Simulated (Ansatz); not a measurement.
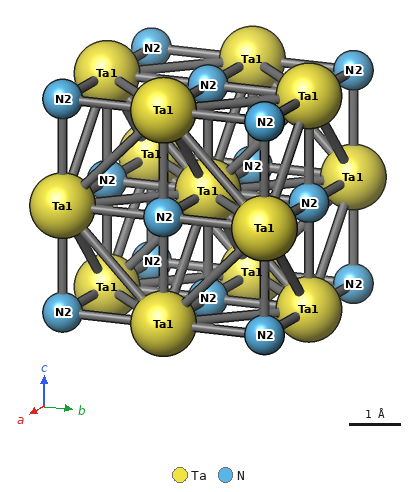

Fig. 1: The structure as given in the input (ball-and-stick view of the cell 4 times as large as that of the calculation, set on its symmetry axes, seen slightly off an axis; atoms are numbered from 1 in the order of the input). An atom can appear more than once, as a periodic image.

**Two runs on TaN**

System: TaN (Fm-3m, 2 atoms in the cell).
Method of the first run: DFT PBEsol+U, scalar-relativistic, plane waves, PAW, Ueff = 7 eV on Ta atom 1 d, spin-polarised (Ansatz 0.2.0).

The structure derives from an entry of the Crystallography Open Database. Text and figures count atoms from 1; the logs count them from 0 in places.

Input file, the first run:
```yaml
crystal:
  lattice:
    - [0.0, 2.17900131, 2.17900131]
    - [2.17900131, 0.0, 2.17900131]
    - [2.17900131, 2.17900131, 0.0]
  atoms:
    - { symbol: Ta, position: [0.5, 0.5, 0.5], spin: 2.0 }
    - { symbol: "N", position: [0.0, 0.0, 0.0] }
basis:
  ecutwfc: 420
  ecutrho_ratio: 4
kpoints:
  mp_grid: { grid: [7, 7, 7] }
hamiltonian:
  xc: pbesol
  hubbard:
    sites:
      - { site: 0, l: d, u_eff: 7.0, starting_ns: [{ spin: up, occupation_matrix: s0up }, { spin: down, occupation_matrix: s0down }] }
    double_counting: amf
    occupation_matrices:
      s0up:
        matrix:
          - [0.02, 0.0, 0.0, 0.0, 0.0]
          - [0.0, 0.02, 0.0, 0.0, 0.0]
          - [0.0, 0.0, 0.97, 0.0, 0.0]
          - [0.0, 0.0, 0.0, 0.97, 0.0]
          - [0.0, 0.0, 0.0, 0.0, 0.02]
      s0down:
        matrix:
          - [0.02, 0.0, 0.0, 0.0, 0.0]
          - [0.0, 0.02, 0.0, 0.0, 0.0]
          - [0.0, 0.0, 0.02, 0.0, 0.0]
          - [0.0, 0.0, 0.0, 0.02, 0.0]
          - [0.0, 0.0, 0.0, 0.0, 0.02]
    ns_hold: { iters: 5 }
scf:
  occupations: { method: gaussian, width: 0.05 }
  lower_state_search: "off"
  max_iter: 150
output:
  forces: true
  stress: true
  eigenvalues: true
  populations: true
  hubbard: { sites: [{ site: 0, l: d }] }
magnetization:
  spin_polarized: true
```

Launched with:
```bash
ansatz run input.yaml --threads 2 --pin off --max-ram 3072MiB --backend cpu --events-out ev --progress --plain --runs-dir out
```

Hardware: 2 threads of Arm Neoverse V2, 24 GiB of memory available, shared host.

Output, shortened to warnings, some set-up lines, iterations and results (the first run):
```
Warning: crystal.symmetry: narrowed to the stabiliser of the occupation matrices — unitary ops 48 → 8; lowered by the specified shell (site 0, l: d); largest admitted image defect 4.4e-16, smallest excluded 7.1e-1 — at a splitting's scale: the group the occupation matrices' own texture admits
WARN: hamiltonian.hubbard: on 1 of 2 specified blocks the occupation matrix of this SCF's result fails the test of the specified filling. At site 0 ↑ (sites count from 0 in the list of atoms of the cell that this SCF solves) the least filled combination of the orbitals specified full has occupation 0.294, and the fullest combination of the orbitals specified empty has occupation 0.429; the …
Basis set: ecut = 420 eV, 411 PW (Γ), exchange–correlation on 48×48×48 points (8 copies of the dense FFT grid, shifted against one another)
Symmetry: 8 space group operations
k-points: 64 of 343
Initial density: superposition of atomic densities (chi_scale 0.1, normalization cell, long waves kept (reshape's long-wave potential 0.00 eV rms))
[...]
SCF iter   1: F=—  HF=-10184.813006 eV  |F-HF|=—  |Δ(HF+E_count)|=         —  Δρ=8.62e-2 (↑8.62e-2 ↓7.68e-2)  dr2=6.74e-1  dr2_m=1.04e0  M=0.548 μB ∫|m|=0.728 μB  β_m=0.30  …
SCF iter   2: F=—  HF=-10184.890073 eV  |F-HF|=—  |Δ(HF+E_count)|=   7.71e-2  Δρ=5.80e-2 (↑5.80e-2 ↓5.68e-2)  dr2=1.60e-1  dr2_m=5.36e-1  M=0.508 μB ∫|m|=0.731 μB  β_m=0.30  …
SCF iter   3: F=—  HF=-10184.992019 eV  |F-HF|=—  |Δ(HF+E_count)|=   1.02e-1  Δρ=4.15e-2 (↑4.15e-2 ↓4.05e-2)  dr2=3.37e-2  dr2_m=2.99e-1  M=0.414 μB ∫|m|=0.717 μB  β_m=0.30  …
SCF iter   4: F=—  HF=-10185.061788 eV  |F-HF|=—  |Δ(HF+E_count)|=   6.98e-2  Δρ=2.90e-2 (↑2.90e-2 ↓2.86e-2)  dr2=2.34e-3  dr2_m=1.55e-1  M=0.384 μB ∫|m|=0.708 μB  β_m=0.30  …
SCF iter   5: F=—  HF=-10185.098524 eV  |F-HF|=—  |Δ(HF+E_count)|=   3.67e-2  Δρ=2.07e-2 (↑2.07e-2 ↓2.06e-2)  dr2=3.49e-4  dr2_m=8.08e-2  M=0.369 μB ∫|m|=0.708 μB  β_m=0.30  …
[... 17 lines ...]
SCF iter  23: F=-10187.231913 eV  HF=-10187.231913 eV  |F-HF|=4.55e-8  |Δ(HF+E_count)|=   8.19e-8  Δρ=1.09e-5 (↑8.76e-6 ↓1.09e-5)  dr2=1.23e-8  dr2_m=1.45e-8  M=-0.012 μB …
SCF iter  24: F=-10187.231913 eV  HF=-10187.231913 eV  |F-HF|=1.35e-9  |Δ(HF+E_count)|=   1.02e-7  Δρ=2.03e-6 (↑1.55e-6 ↓2.03e-6)  dr2=4.12e-10  dr2_m=4.97e-10  M=-0.012 μB …
SCF iter  25: F=-10187.231913 eV  HF=-10187.231913 eV  |F-HF|=7.95e-10  |Δ(HF+E_count)|=   2.27e-9  Δρ=1.28e-6 (↑1.14e-6 ↓1.28e-6)  dr2=7.16e-11  dr2_m=2.57e-10  M=-0.012 μB …
SCF iter  26: F=-10187.231913 eV  HF=-10187.231913 eV  |F-HF|=3.64e-11  |Δ(HF+E_count)|=   2.06e-9  Δρ=3.01e-7 (↑2.50e-7 ↓3.01e-7)  dr2=3.87e-12  dr2_m=1.34e-11  M=-0.012 μB …
SCF 1 converged in 26 iterations: F = -10187.231913 eV  dr2 = 3.87e-12
SCF converged after 26 iterations
Magnetization: -0.0122 μB (8.9939 up, 9.0061 down)
Absolute magnetization: 0.0926 μB (∫|ρ↑−ρ↓|, with the PAW one-centre terms)
Spin contamination: 0.0688 ħ² per cell (⟨S²⟩ above its minimum at these occupations)
Per-site moments (μB) at R_I (Å): [(-0.005337929112753534, 0.898838040375), (-0.0012185365681858682, 0.898838040375)]
Free energy (F): -10187.231913 eV
Harris-Foulkes:  -10187.231913 eV  (|F-HF|=3.64e-11)
Internal energy: -10187.231367 eV  (E = F + TS)
E sigma→0 (E₀):  -10187.231640 eV
Entropy (-TS):   -0.000546 eV (-0.273 meV/atom)
Fermi energy:    21.855702 eV
--- Per-component energies (eV) ---
  E_band       = -36.738377
  E_kinetic    = 502.647777
  E_local      = -566.171749  (includes V_loc(G=0)·N_el)
  E_nonlocal   = 63.207162
  E_hartree    = 191.067722
  E_xc         = -278.756385
  E_vxc        = -282.808662  (∫ρ·V_xc dr)
  E_hubbard    = -0.203321  (on-site DFT+U / exact-exchange correction)
  E_vhub       = -0.406641  (the Hubbard potential's part of the band-sum identity)
  E_paw        = -8395.745031  (= ΣΔE_a)
  E_vpaw       = -135.341953  (= ΣTr[D̂ρ^β])
  E_aug_tail   = 0.000235  (compensation charges beyond the density's cutoff)
  E_ewald      = -1703.519524
  E_core_change = 0.241745  (= ΣΔE_core)
  E_smearing   = -0.000546  (= −TS)
  E_closure    = -0.000000  (closes the sum)
  Σ components = -10187.231913   (vs F -10187.231913, Δ=0.00e0)
DFT+U double counting: amf (around mean field; hamiltonian.hubbard.double_counting)
--- Specified on-site occupations, and those of the state reported ---
  electrons in the specified blocks: 2.1000 specified, 3.8334 found
  site 0 (l=d) ↑: largest change of an orbital's occupation 0.6762; electrons 2.0000 specified, 1.9113 found; spectral distance 0.9190
  site 0 (l=d) ↓: largest change of an orbital's occupation 0.4552; electrons 0.1000 specified, 1.9221 found; spectral distance 0.8329
--- Forces (eV/Å), atoms counted from 1 ---
  atom   1  Ta     0.00000000     0.00000000     0.00000000
  atom   2  N      0.00000000     0.00000000     0.00000000
  max |Σ_I F_I| component: 6.31e-30 eV/Å
--- Stress (GPa, compression-positive) ---
        5.699934       0.000000       0.000000
        0.000000       6.296722       0.000000
        0.000000       0.000000       5.514138
  P = ⅓ Tr σ = 5.8369 GPa (58.369 kbar)
Occupation matrices written to [file]
--- Löwdin populations: 2 sites ---
  site symbol       q [e]    m [muB]
     0     Ta     12.2271    -0.0109
     1      N      5.6956    -0.0011
  spilling = 0.004295 (of n_electrons = 18.000000)
--- Occupation matrices: 1 shell (run DFT+U table (all-electron-ortho-atomic); ε = 5.01e-4) ---
  Ta0 d_5D: site group Oh (m-3m)
[...]
```

The input of the second run differs as follows (lines with − go, lines with + come):
```diff
-    - { symbol: Ta, position: [0.5, 0.5, 0.5], spin: 2.0 }
+    - { symbol: Ta, position: [0.5, 0.5, 0.5], spin: 0.3 }
-          - [0.0, 0.0, 0.97, 0.0, 0.0]
+          - [0.0, 0.0, 0.02, 0.0, 0.0]
-          - [0.0, 0.02, 0.0, 0.0, 0.0]
-          - [0.0, 0.0, 0.02, 0.0, 0.0]
+          - [0.0, 0.495, 0.475, 0.0, 0.0]
+          - [0.0, 0.475, 0.495, 0.0, 0.0]
-    ns_hold: { iters: 5 }
+    ns_hold: { iters: 12 }
```

How does the second run compare with the first run?

With the same functional and potentials, the second run lies 22.3 meV per atom lower. The pressure goes from 5.84 to 15.29 GPa. On the same kind of shared host the second run took about 1.8 times as long.

Output, shortened to warnings, some set-up lines, iterations and results (the second run):
```
Warning: crystal.symmetry: narrowed to the stabiliser of the occupation matrices — unitary ops 48 → 8; lowered by the specified shell (site 0, l: d); largest admitted image defect 8.9e-16, smallest excluded 7.1e-1 — at a splitting's scale: the group the occupation matrices' own texture admits
WARN: the net moment that the starting moments add up to was not kept: the SCF closed with a net magnetisation of 6.6e-5 μB in size, at most 0.1 of the 0.3 μB that the starting moments add up to as vectors. Its absolute magnetisation is 5.7e-1 μB, where they sum to 0.3 μB in size (1 site): that figure counts also what cancels out within the cell. The system's net moment may be that small; this …
WARN: hamiltonian.hubbard: on 2 of 2 specified blocks the occupation matrix of this SCF's result fails the test of the specified filling. At site 0 ↑ (sites count from 0 in the list of atoms of the cell that this SCF solves) the least filled combination of the orbitals specified full has occupation 0.298, and the fullest combination of the orbitals specified empty has occupation 0.686; the …
Basis set: ecut = 420 eV, 411 PW (Γ), exchange–correlation on 48×48×48 points (8 copies of the dense FFT grid, shifted against one another)
Symmetry: 8 space group operations
k-points: 64 of 343
Initial density: superposition of atomic densities (chi_scale 0.1, normalization cell, long waves kept (reshape's long-wave potential 0.00 eV rms))
[...]
SCF iter   1: F=—  HF=-10184.831308 eV  |F-HF|=—  |Δ(HF+E_count)|=         —  Δρ=6.14e-2 (↑3.66e-2 ↓6.14e-2)  dr2=7.28e-1  dr2_m=2.54e-1  M=-0.348 μB ∫|m|=0.774 μB  β_m=0.30  …
SCF iter   2: F=—  HF=-10184.842036 eV  |F-HF|=—  |Δ(HF+E_count)|=   1.07e-2  Δρ=4.36e-2 (↑2.83e-2 ↓4.36e-2)  dr2=2.86e-1  dr2_m=1.46e-1  M=-0.426 μB ∫|m|=0.814 μB  β_m=0.30  …
SCF iter   3: F=—  HF=-10184.852517 eV  |F-HF|=—  |Δ(HF+E_count)|=   1.05e-2  Δρ=2.40e-2 (↑2.10e-2 ↓2.40e-2)  dr2=3.07e-2  dr2_m=8.09e-2  M=-0.463 μB ∫|m|=0.840 μB  β_m=0.30  …
SCF iter   4: F=—  HF=-10184.879037 eV  |F-HF|=—  |Δ(HF+E_count)|=   2.65e-2  Δρ=1.65e-2 (↑1.65e-2 ↓1.46e-2)  dr2=1.22e-3  dr2_m=4.53e-2  M=-0.487 μB ∫|m|=0.863 μB  β_m=1.00  …
SCF iter   5: F=—  HF=-10184.916562 eV  |F-HF|=—  |Δ(HF+E_count)|=   3.75e-2  Δρ=3.01e-3 (↑3.01e-3 ↓2.65e-3)  dr2=6.35e-4  dr2_m=1.23e-3  M=-0.549 μB ∫|m|=0.912 μB  β_m=1.00  …
[... 35 lines ...]
SCF iter  41: F=—  HF=-10187.276586 eV  |F-HF|=—  |Δ(HF+E_count)|=   4.07e-6  Δρ=2.20e-5 (↑1.64e-5 ↓2.20e-5)  dr2=3.08e-8  dr2_m=5.11e-8  M=-0.004 μB ∫|m|=0.568 μB  β_m=0.80  …
SCF iter  42: F=-10187.276588 eV  HF=-10187.276588 eV  |F-HF|=1.02e-8  |Δ(HF+E_count)|=   1.83e-6  Δρ=9.82e-6 (↑5.90e-6 ↓9.82e-6)  dr2=1.08e-8  dr2_m=6.97e-9  M=-0.001 μB …
SCF iter  43: F=-10187.276588 eV  HF=-10187.276588 eV  |F-HF|=1.55e-9  |Δ(HF+E_count)|=   1.23e-7  Δρ=2.97e-6 (↑2.30e-6 ↓2.97e-6)  dr2=6.10e-10  dr2_m=9.94e-10  M=-0.000 μB …
SCF iter  44: F=-10187.276588 eV  HF=-10187.276588 eV  |F-HF|=9.64e-11  |Δ(HF+E_count)|=   3.23e-9  Δρ=7.25e-7 (↑6.73e-7 ↓7.25e-7)  dr2=2.02e-10  dr2_m=1.61e-11  M=0.000 μB …
SCF 1 converged in 44 iterations: F = -10187.276588 eV  dr2 = 2.02e-10
SCF converged after 44 iterations
Magnetization: 0.0001 μB (9.0000 up, 9.0000 down)
Absolute magnetization: 0.5835 μB (∫|ρ↑−ρ↓|, with the PAW one-centre terms)
Spin contamination: 0.3968 ħ² per cell (⟨S²⟩ above its minimum at these occupations)
Per-site moments (μB) at R_I (Å): [(2.830988593233002e-5, 0.898838040375), (1.808321808030357e-5, 0.898838040375)]
Free energy (F): -10187.276588 eV
Harris-Foulkes:  -10187.276588 eV  (|F-HF|=9.64e-11)
Internal energy: -10187.275969 eV  (E = F + TS)
E sigma→0 (E₀):  -10187.276278 eV
Entropy (-TS):   -0.000619 eV (-0.310 meV/atom)
Fermi energy:    21.563412 eV
--- Per-component energies (eV) ---
  E_band       = -36.236198
  E_kinetic    = 504.600153
  E_local      = -568.450460  (includes V_loc(G=0)·N_el)
  E_nonlocal   = 63.402840
  E_hartree    = 192.348503
  E_xc         = -279.012550
  E_vxc        = -283.118664  (∫ρ·V_xc dr)
  E_hubbard    = -0.932226  (on-site DFT+U / exact-exchange correction)
  E_vhub       = -1.864453  (the Hubbard potential's part of the band-sum identity)
  E_paw        = -8395.954686  (= ΣΔE_a)
  E_vpaw       = -135.502985  (= ΣTr[D̂ρ^β])
  E_aug_tail   = 0.000236  (compensation charges beyond the density's cutoff)
  E_ewald      = -1703.519524
  E_core_change = 0.241745  (= ΣΔE_core)
  E_smearing   = -0.000619  (= −TS)
  E_closure    = 0.000000  (closes the sum)
  Σ components = -10187.276588   (vs F -10187.276588, Δ=0.00e0)
DFT+U double counting: amf (around mean field; hamiltonian.hubbard.double_counting)
--- Specified on-site occupations, and those of the state reported ---
  electrons in the specified blocks: 2.1000 specified, 3.8146 found
  site 0 (l=d) ↑: largest change of an orbital's occupation 0.6722; electrons 1.0500 specified, 1.9073 found; spectral distance 0.6512
  site 0 (l=d) ↓: largest change of an orbital's occupation 0.3875; electrons 1.0500 specified, 1.9073 found; spectral distance 0.6512
--- Forces (eV/Å), atoms counted from 1 ---
  atom   1  Ta     0.00000000     0.00000000     0.00000000
  atom   2  N     -0.00000000    -0.00000000     0.00000000
  max |Σ_I F_I| component: 2.37e-29 eV/Å
--- Stress (GPa, compression-positive) ---
        9.925704       0.001198       0.000000
        0.001198       9.925704       0.000000
        0.000000       0.000000      26.024384
  P = ⅓ Tr σ = 15.2919 GPa (152.919 kbar)
Occupation matrices written to [file]
--- Löwdin populations: 2 sites ---
  site symbol       q [e]    m [muB]
     0     Ta     12.2098     0.0000
     1      N      5.7140     0.0000
  spilling = 0.004232 (of n_electrons = 18.000000)
--- Occupation matrices: 1 shell (run DFT+U table (all-electron-ortho-atomic); ε = 5.18e-4) ---
  Ta0 d_5D: site group Oh (m-3m)
[...]
```

The two runs side by side:

```csv
quantity,the first run,the second run
outcome,converged,converged
free energy per atom (eV),−5093.6160,−5093.6383
gap on the mesh (eV),0.00,0.00
net moment of the cell (μB),−0.01,0.00
absolute moment of the cell (μB),0.09,0.58
pressure (GPa),5.84,15.29
largest force (eV/Å),0.000,0.000
SCF iterations,26,–
irreducible k-points,64,64
plane waves at Γ,411,411
wall time (shared host),4 s,7.2 s
```

For both runs: Warnings: the typed occupations were not kept; the occupation matrices lower the symmetry. Spin–orbit coupling is left out, which matters for Ta. For the first run: The cell is under a pressure of 5.8 GPa at this level, so it is not at its equilibrium volume.
